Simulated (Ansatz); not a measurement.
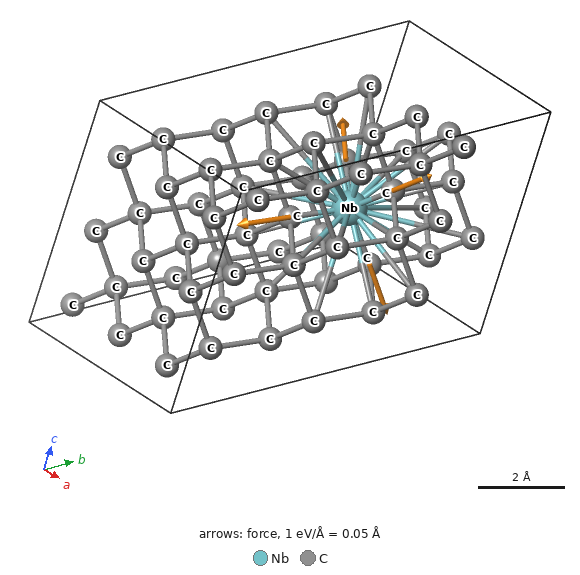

Starting geometry of a defect cell of composition NbC₅₃ (cell charge +1) with the computed forces as orange arrows. The picture is a ball-and-stick view of the cell of the calculation (origin shifted), seen slightly off an axis.

The calculation used DFT, PBE, plane-wave PAW, default files, scalar-relativistic in Ansatz 0.2.0. Set-up: plane-wave cutoff 420 eV; k-point mesh 3 × 3 × 3; occupations fermi dirac; smearing width 0.01 eV; no spin polarisation; atoms relaxed in a fixed cell; force threshold 0.03 eV/Å; at most 40 steps.

Is this structure relaxed? If not, where do the atoms go?

Answer. It isn't relaxed: the largest force vector, on C atoms, is 27.70 eV/Å. The atoms end up moving mostly along the starting forces (cosine between the two patterns 0.98). After 4 geometry steps the energy has fallen by 16.048 eV per cell of the calculation. Largest force component: 16 eV/Å at the start, 0.0018 eV/Å at the end. The largest moves, 0.32 Å, are those of C atoms. Nb stays in place. The cell doesn't change. Among the contacts that change: C–Nb 1.544 → 1.869 Å, C–C 1.544 → 1.492 Å, C–Nb 2.522 → 2.565 Å, C–C 1.544 → 1.551 Å. Bond angles that change, for instance: C–C–C 109.5° → 98.4°, Nb–C–C 109.5° → 98.9°, C–C–C 109.5° → 117.7°.

Limits of the set-up: the periodic images lie only 7.6 Å apart, so the values are limited by the cell's size; the cell is charged, on a uniform background, and energies carry no finite-size correction.
